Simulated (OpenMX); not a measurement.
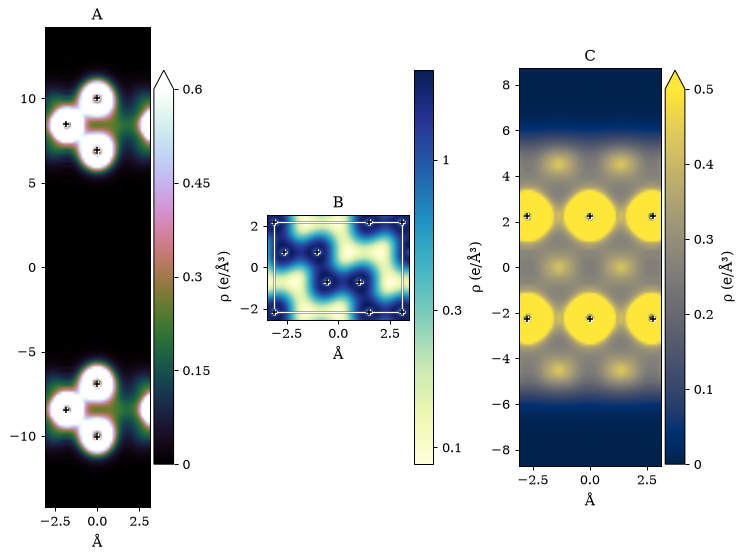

The valence charge density (pseudo) of 3 systems, each on a plane through atoms (crosses mark nuclei in the plane).

Computed with Kohn-Sham DFT of a periodic cell, PBE, OpenMX 2013 PBE set in OpenMX.

System 1: W (slab), the (100) plane of the calculation cell, a cut from vacuum to vacuum. Not relaxed (largest force 0.8 eV/Å).

```xyz
5
Lattice="2.7666 0.0000 0.0000 -0.9222 2.6084 0.0000 0.0000 0.0000 24.0357" Properties=species:S:1:pos:R:3 pbc="T T T"
W     0.9222    1.3042    7.5001
W     0.0000    0.0000    9.7590
W     0.9222    1.3042   12.0178
W     0.0000    0.0000   14.2767
W     0.9222    1.3042   16.5356
```

System 2: WS2 (slab), the (110) plane of the calculation cell, a cut from vacuum to vacuum. Not relaxed (largest force 0.6 eV/Å).

```
CELL_PARAMETERS angstrom
3.18352 0.00000 0.00000
-1.59176 2.75701 0.00000
0.00000 0.00000 35.06950
ATOMIC_POSITIONS crystal
S 0.66667 0.33333 0.21386
W 0.33333 0.66667 0.25833
S 0.66667 0.33333 0.30280
S 0.66667 0.33333 0.69720
W 0.33333 0.66667 0.74167
S 0.66667 0.33333 0.78614
```

System 3: C, the (110) plane of the standardised cell. Space group C2/m; changed on purpose from its base cell (atoms moved at random by about 0.05 A); not relaxed (largest force 1.7 eV/Å); computed pressure about 3 GPa in this cell.

```
C
1.0
     1.78337    0.00000   -1.78337
    -1.78337    1.78337    0.00000
     3.56674    3.56674    3.56674
C
6
Cartesian
  0.4610 0.4610 0.4610
  2.2444 2.2444 0.4610
  2.2443 4.0277 2.2444
  1.3259 1.3187 -0.4538
  1.3259 3.1020 1.3296
  3.1093 4.8854 1.3296
```

Match each panel to its system.

Panel A is system 2, WS2: the plane holds S and W. W–S (2.41 Å): the density is about 0.6 e/Å³ at the midpoint. Panel B is system 3, C: the plane holds C. C–C (1.53 Å): ρ at the midpoint is about 1.6 e/Å³. Panel C is system 1, W: the plane holds W. W–W (2.77 Å): ρ is about 0.42 e/Å³ halfway.
